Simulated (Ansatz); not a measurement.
**Si: single-point calculation**

Si (P6₃/mmc, 2 atoms in the cell), computed with DFT r2SCAN, scalar-relativistic, plane waves, PAW, no spin polarisation (Ansatz 0.2.0).

The structure derives from a Materials Project entry. It belongs to a series of runs on one base structure; here: strain -0.0600 x Voigt [1, 1, 0, 0, 0, 0], atoms carried along. Figures and captions count atoms from 1; the log counts them from 0 in places.

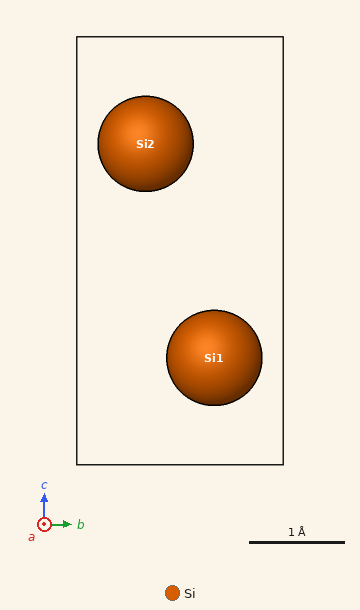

Fig. 1: The input geometry (ball-and-stick view of the cell of the calculation, along the a axis; atoms are numbered from 1 in the order of the input). An atom can appear more than once, as a periodic image.

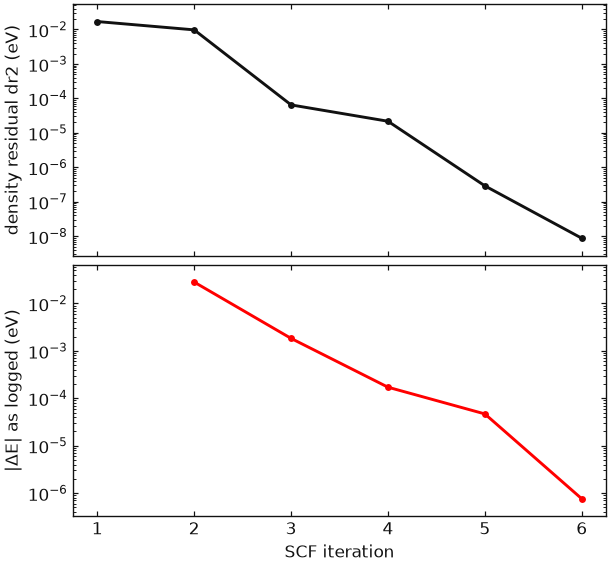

Fig. 2: Convergence of the self-consistent field: density residual dr2 and size of the energy change against the SCF iteration. The residual falls at every step.

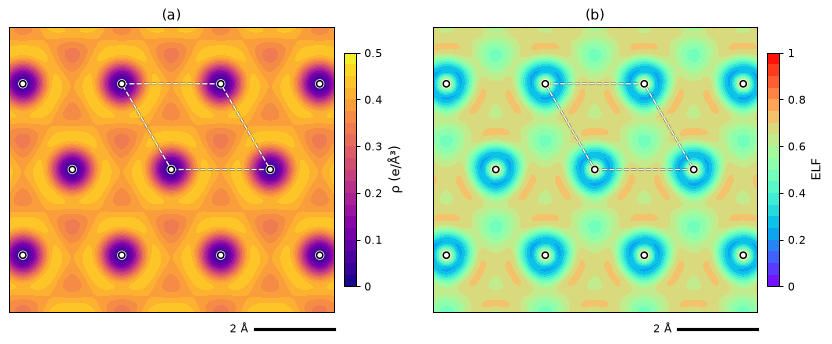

Fig. 3: (a) valence pseudo-density; (b) electron localisation function on the (001) plane of the conventional cell. Circles mark the nuclei in the plane (Si). The section cuts through Si sites. Si–Si (2.51 Å): ρ is about 0.4 e/Å³ halfway, a local maximum along the line; the ELF peaks at about 0.70 between the atoms. Away from the nuclei the density in this plane falls to 0.34 e/Å³ at its lowest. The fields are those of the smooth PAW valence density.

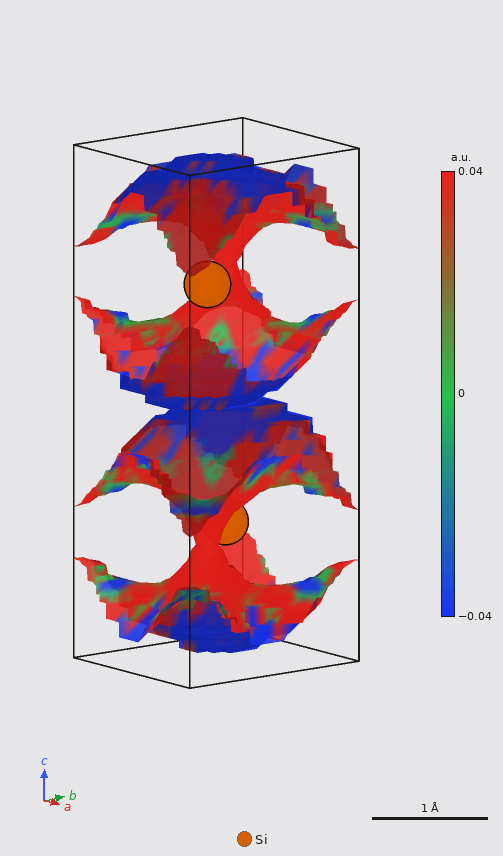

Fig. 4: Non-covalent interaction (NCI) plot: the surface where the reduced density gradient is 0.4, for densities under 0.05 a.u., coloured by sign(λ₂)ρ; seen slightly off an axis. The outline is the cell set on symmetry axes.

These pictures come from the run below.

The input:
```yaml
crystal:
  lattice:
    - [2.5056428588, 0.0, 0.0]
    - [-1.2528214294, 2.1699503686, 0.0]
    - [0.0, 0.0, 4.50626927]
  atoms:
    - { symbol: Si, position: [0.3333333333, 0.6666666667, 0.25] }
    - { symbol: Si, position: [0.6666666667, 0.3333333333, 0.75] }
basis:
  ecutwfc: 500
kpoints:
  mp_grid: { grid: [24, 24, 10] }
hamiltonian:
  xc: r2scan
scf:
  occupations: { method: gaussian, width: 0.15 }
output:
  forces: true
  stress: true
  eigenvalues: true
  write_density: true
  write_potential: true
  elf: true
  volumetric_format: npy
```

Launch command:
```bash
ansatz run input.yaml --threads 1 --pin off --max-ram 2560MiB --backend cpu --events-out ev --progress --plain --runs-dir out
```

What the program printed:
```
Engine: ansatz 0.2.0, x86_64-unknown-linux-gnu
Pseudopotentials: kind: paw
Pseudopotential: Si, paw, valence charge 4, recommended cutoff 500 eV (meta_gga), Si.paw.azcp
Functional definition: r2SCAN
  parameter k0 = 0.174
  parameter k1 = 0.065
  parameter a1 = 4.9479
  exchange = r2scan_x(k0 = k0, k1 = k1, a1 = a1)
  correlation = r2scan_c
Crystal: 2 atoms, lattice volume = 24.501 Å³
Basis set: ecut = 500 eV, 635 PW (Γ), exchange–correlation on 80×80×144 points (64 copies of the dense FFT grid, shifted against one another)
Bands: 8, of which v1, the nominal top of the filled ones, is band 4 counted from 1 (3 counted from 0)
Symmetry: 24 space group operations
Space group: P63/mmc (ITA 194), of the structure as read, at distance tolerance 2.9e-5 Å
k-points: 366 of 5760
Non-local potential: Si, projectors of the file, l = 0: 2, l = 1: 2, l = 2: 2
PAW form: soft (Blöchl's): semilocal exchange-correlation on the pseudo side does not see the compensation charge
PAW frozen core: Si, regenerated for the run's functional (the file was generated under x = pbe(κ = 0.804, μ = 0.2195149727645171), c = pbe(β = 0.06672455060314922))
PAW one-centre angular grid: Si, 302 points (default); XC on 160 Gauss nodes
Initial density: superposition of atomic densities (neutral atoms: chi_scale 0, normalization atom), corrected by the library's trained network
Initial wavefunctions: pseudopotential atomic-orbital guess
Functional: x = r2scan, c = r2scan; τ floored in thin density (d = 2e-4 eV/Å³)
SCF iter   1: F=—  HF=-1276.593203 eV  |F-HF|=—  |Δ(HF+E_count)|=         —  Δρ=9.16e-3  dr2=1.70e-2  dr2_τ=1.99e-2  ethr=1.77e-3  ⟨swp⟩=5.1  Hψ=23473  notcnv=0
preconditioner: auto → none  [metal: Δε(μ)=0.023 eV  Ē_g=12.061 eV  σ=0.150 eV  W_gap=0.09  n_scr=2 (ndim 8)  ℏωp=21.2 eV  f_vac=0.000  D(μ)=0.57/eV (n_scr^D=2)  sad-step TF]
SCF iter   2: F=—  HF=-1276.621394 eV  |F-HF|=—  |Δ(HF+E_count)|=   2.82e-2  Δρ=6.92e-3  dr2=9.75e-3  dr2_τ=1.16e-5  ethr=2.13e-4  ⟨swp⟩=2.8  Hψ=8278  notcnv=0  defer=94
SCF iter   3: F=—  HF=-1276.619563 eV  |F-HF|=—  |Δ(HF+E_count)|=   1.83e-3  Δρ=6.47e-4  dr2=6.47e-5  dr2_τ=8.75e-6  ethr=1.22e-4  ⟨swp⟩=2.0  Hψ=4068  notcnv=0  defer=94
SCF iter   4: F=—  HF=-1276.619734 eV  |F-HF|=—  |Δ(HF+E_count)|=   1.71e-4  Δρ=4.02e-4  dr2=2.17e-5  dr2_τ=4.45e-7  ethr=8.08e-7  ⟨swp⟩=2.0  Hψ=4290  notcnv=0  defer=94
SCF iter   5: F=—  HF=-1276.619781 eV  |F-HF|=—  |Δ(HF+E_count)|=   4.67e-5  Δρ=4.69e-5  dr2=2.89e-7  dr2_τ=7.53e-9  ethr=2.72e-7  ⟨swp⟩=2.0  Hψ=4286  notcnv=0  defer=94
SCF iter   6: F=-1276.619782 eV  HF=-1276.619782 eV  |F-HF|=2.02e-10  |Δ(HF+E_count)|=   7.58e-7  Δρ=6.24e-6  dr2=8.72e-9  dr2_τ=3.12e-10  ethr=1.25e-9  ⟨swp⟩=10.9  Hψ=22594  notcnv=0
SCF 1 converged in 6 iterations: F = -1276.619782 eV  dr2 = 8.72e-9
  greatest PAW one-centre occupation: 0.660 electrons in one spin orbital (limit 2), on the Si atom at site 1 (counted from 0), in its partial waves of l = 0
SCF converged after 6 iterations
Free energy (F): -1276.619782 eV
Harris-Foulkes:  -1276.619782 eV  (|F-HF|=2.02e-10)
Internal energy: -1276.613490 eV  (E = F + TS)
E sigma→0 (E₀):  -1276.616636 eV
Entropy (-TS):   -0.006292 eV (-3.146 meV/atom)
Fermi energy:    13.224238 eV
--- Per-component energies (eV) ---
  E_band       = 51.673336
  E_kinetic    = 90.013944
  E_local      = 18.290834  (includes V_loc(G=0)·N_el)
  E_nonlocal   = 48.453825
  E_hartree    = 0.629443
  E_xc         = -107.251607
  E_vxc        = -106.566027  (∫ρ·V_xc dr)
  E_paw        = -1038.353240  (= ΣΔE_a)
  E_vpaw       = -4.413493  (= ΣTr[D̂ρ^β])
  E_aug_tail   = 0.000009  (compensation charges beyond the density's cutoff)
  E_vtau       = 4.635295  (kinetic-family band-sum trace: ∫τ·v_τ [+ j·A + Jᵃ·Aᵃ] dr)
  E_ewald      = -288.243832
  E_core_change = -0.152866  (= ΣΔE_core)
  E_smearing   = -0.006292  (= −TS)
  E_closure    = -0.000000  (closes the sum)
  Σ components = -1276.619782   (vs F -1276.619782, Δ=0.00e0)
--- Forces (eV/Å), atoms counted from 1 ---
  atom   1  Si    -0.00000000     0.00000000     0.00000000
  atom   2  Si     0.00000000    -0.00000000     0.00000000
  max |Σ_I F_I| component: 9.25e-17 eV/Å
--- Stress (GPa, compression-positive) ---
       17.131149      -0.000000       0.000000
        0.000000      17.131149      -0.000000
        0.000000      -0.000000       9.528257
  P = ⅓ Tr σ = 14.5969 GPa (145.969 kbar)
--- Band table (eV; the first three rows and the last of 366) ---
  k-point 0: bands = ["-3.8501", "3.1478", "4.0703", "23.8437", "24.2470", "25.4211", "25.4211", "25.8812"]
  k-point 1: bands = ["-3.7744", "2.1426", "5.2120", "21.6714", "25.4805", "25.4805", "25.9437", "25.9437"]
  k-point 2: bands = ["-3.5476", "0.9211", "6.8426", "19.2999", "25.6582", "25.6582", "26.1295", "26.1295"]
  k-point 365: bands = ["7.6908", "7.6908", "8.6024", "8.6024", "9.5847", "9.5847", "21.1426", "21.1426"]
```

Key numbers:

- outcome: converged
- space group (tolerance 0.01 Å): P6₃/mmc (194)
- electrons treated: 8
- free energy: −1276.6198 eV
- Fermi energy: 13.224 eV
- gap on the k-point mesh: none (metallic)
- pressure: 14.60 GPa
- largest force (length of the vector): under 0.001 eV/Å
- hardware: 1 thread of Intel Xeon @ 2.70GHz, 189 GiB of memory available, shared host
- wall time: 9.3 s
- peak memory: 0.46 GiB

The cell is under a pressure of 14.6 GPa at this level, so it is not at its equilibrium volume.
